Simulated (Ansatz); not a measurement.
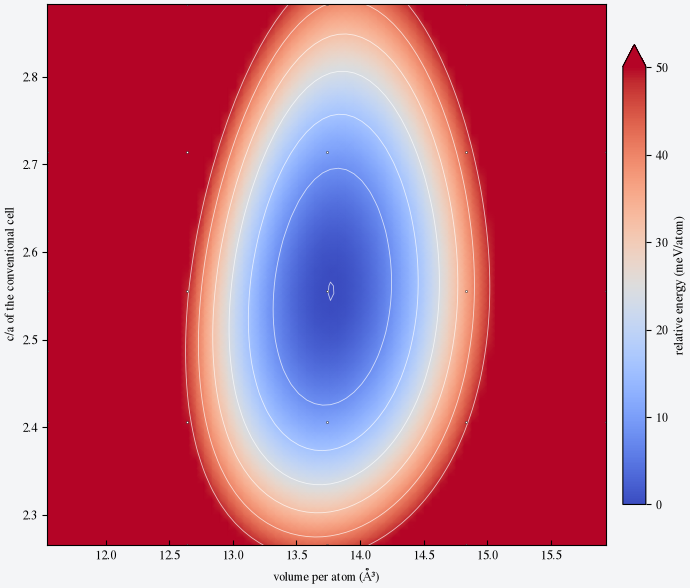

SnO₂ (I4_1/amd, No. 141; 6 atoms in the cell). The energy is mapped over volume and the cell's shape. The first coordinate is: volume per atom; the second: c/a of the conventional cell. Relaxed at each point: the atoms inside the fixed cell. Grid: 5 × 5 points. Points are written as (first, second). Energies: meV/atom, counted from the lowest grid point. The band gap closes in part of the range. The calculation used Ansatz, DFT PBEsol, scalar-relativistic, plane waves, PAW. Settings: cutoff 520 eV, k-mesh 10×10×10, gaussian smearing 0.05 eV, no spin polarisation.

Drawn: a smooth colour map with a few white contour lines, dots at the grid points, one colour for all values above the top of the scale. Between grid points the surface is interpolated.

Question: Where is the minimum, and how stiff is the well along each coordinate?

Answer: The interpolated minimum is at volume per atom ≈ 13.74 Å³, c/a of the conventional cell ≈ 2.556. The curvatures there are about 0.41 eV/(Å³)² and 5.4 eV, with a cross term of about −0.17 eV/Å³ (per cell of 6 atoms). Round the minimum the two coordinates are weakly coupled (coupling −0.11 in units of the two stiffnesses).

PAW datasets: the set soft_1.
